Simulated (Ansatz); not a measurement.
Read the following structure.

```
Ge
1.0
     4.05816    0.00000    0.00000
    -2.02908    3.51447    0.00000
     0.00000    0.00000    6.69253
Ge
4
Direct
  0.66667 0.33333 0.07400
  0.33333 0.66667 0.55158
  0.66667 0.33333 0.44842
  0.33333 0.66667 0.92600
```

Question: Summarise the structure in words.

Answer: The element is germanium. The symmetry is that of P-3m1 (No. 164), on a primitive hexagonal lattice. The cell holds four atoms. About every Ge there are four Ge in a tetrahedral arrangement at 2.44 to 2.54 Å. The bonds build a three-dimensional framework.

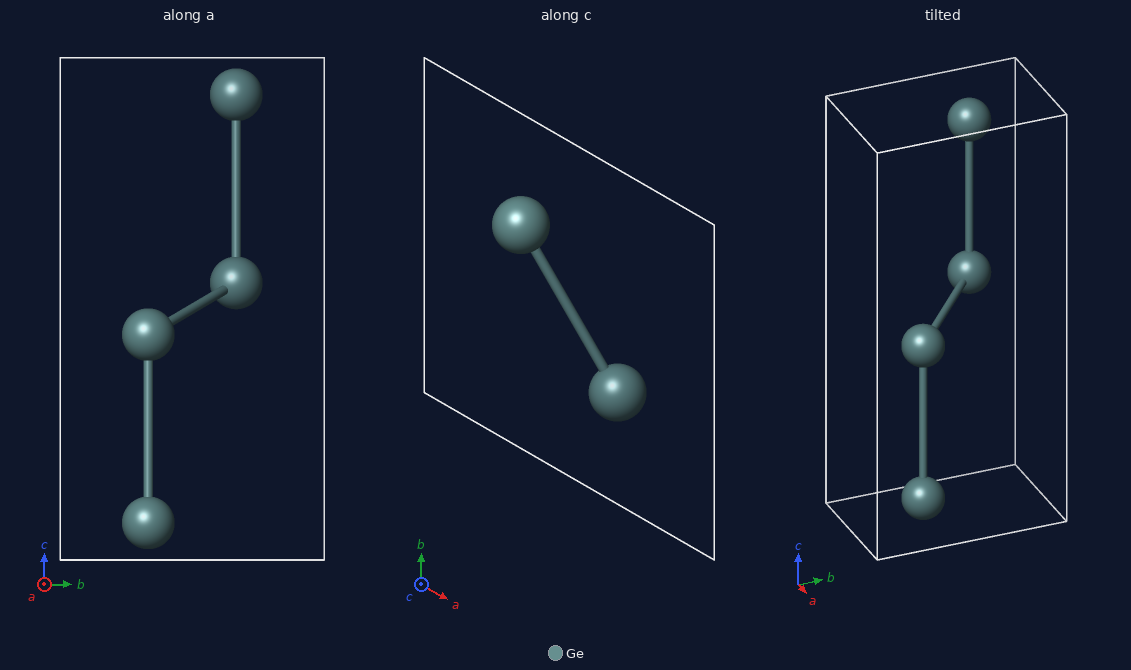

The crystal in a ball-and-stick representation, seen along the a axis, along the c axis and slightly off an axis. Lines trace the edges of the conventional unit cell.

The initial geometry was a structure listed in the Materials Project. The cell was then strained or its atoms displaced on purpose. It was the input of a calculation with Ansatz.

At this level of theory the cell isn't at rest (forces up to 0.9 eV/Å), so its distances can differ from those at equilibrium, the more so the softer the solid.
